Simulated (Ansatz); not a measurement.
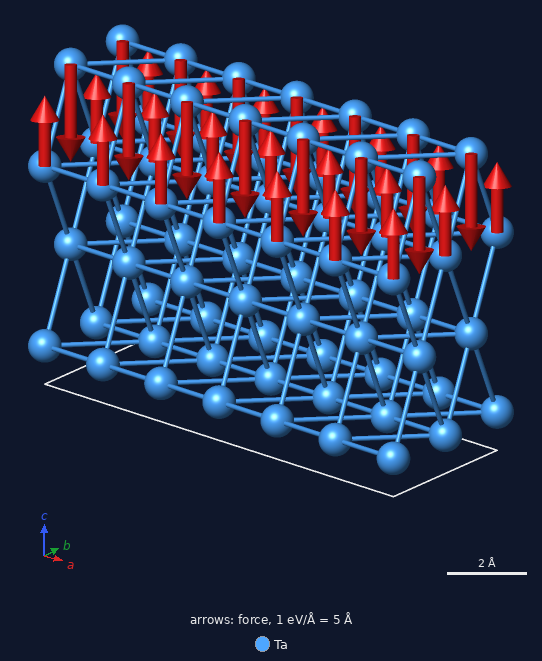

Starting geometry of a slab of composition Ta (cut from the Im-3m phase) with the computed forces as red arrows. Style: ball-and-stick. Shown: the 1 × 2 repeat of the cell, outlined in the plane, without the vacuum, slightly off an axis.

Case: flat (1 1 0) slab. 12 atoms are held fixed.

These are results of DFT PBE, scalar-relativistic, plane waves, PAW in Ansatz, not measurements. Set-up: plane-wave cutoff 420 eV; k-point mesh 3 × 14 × 1; occupations gaussian; smearing width 0.1 eV; no spin polarisation; dipole correction; atoms relaxed in a fixed cell; force threshold 0.02 eV/Å; at most 45 steps.

**What follows when this structure is relaxed?**

It isn't relaxed: the largest force vector, on Ta atoms, is 0.51 eV/Å. The final displacements follow the starting forces only in part (cosine between the two patterns 0.74). The largest moves, 0.12 Å, are those of Ta atoms. The cell stays as it was. Among the contacts that change: Ta–Ta 2.874 → 2.789 Å, Ta–Ta 3.319 → 3.246 Å, Ta–Ta 2.874 → 2.864 Å, Ta–Ta 3.319 → 3.310 Å. Bond angles that change, for instance: Ta–Ta–Ta 70.5° → 73.0°. The energy falls by 0.175 eV per cell of the calculation in 3 accepted moves (4 points after the start). The largest force component goes from 0.51 to 0.0036 eV/Å. The line search rejected the trial step at point 1 of the run. Cost: 9.2 min on 4 threads of Intel(R) Xeon(R) Platinum 8375C CPU @ 2.90GHz (Ice Lake) (shared host), peak memory 5.2 GiB.
